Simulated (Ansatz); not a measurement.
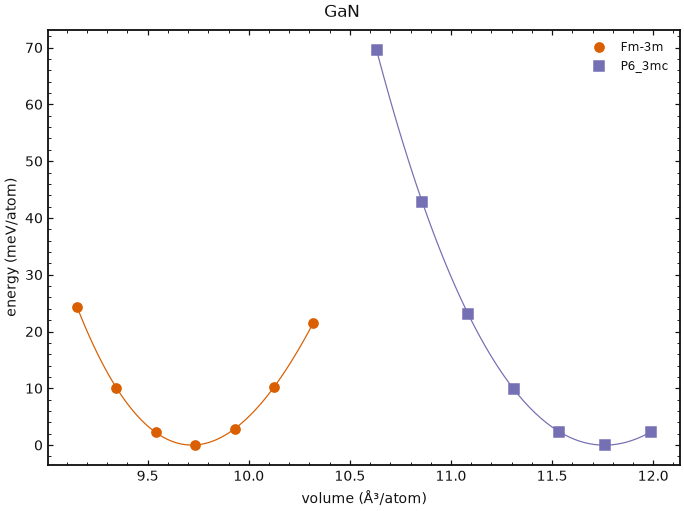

The figure shows the energy against volume, with one curve for each structure, for GaN. Each energy curve has its own zero, so the curves don't rank the structures.

Computed with Ansatz 0.2.0: plane-wave DFT, no spin polarisation; energies at scaled volumes of the given cell, shape and fractions fixed, counted from the fit's minimum, third-order Birch-Murnaghan fit. Level: PBE.

occupations Fermi–Dirac; smearing width 0.05 eV; wave cutoff 420 eV; density cutoff 1680 eV.

Settings that differ: Fm-3m: k mesh 11×11×11, potentials Ansatz PAW; P6_3mc: k mesh 10×10×5, potentials Ansatz-PAW-large-core.

Order the curves by fitted equilibrium volume, smallest first.

Answer. Fm-3m 9.719, P6_3mc 11.759 Å³/atom.

Order the curves by fitted bulk modulus, smallest first.

Answer. P6_3mc 172.3, Fm-3m 208.9 GPa.
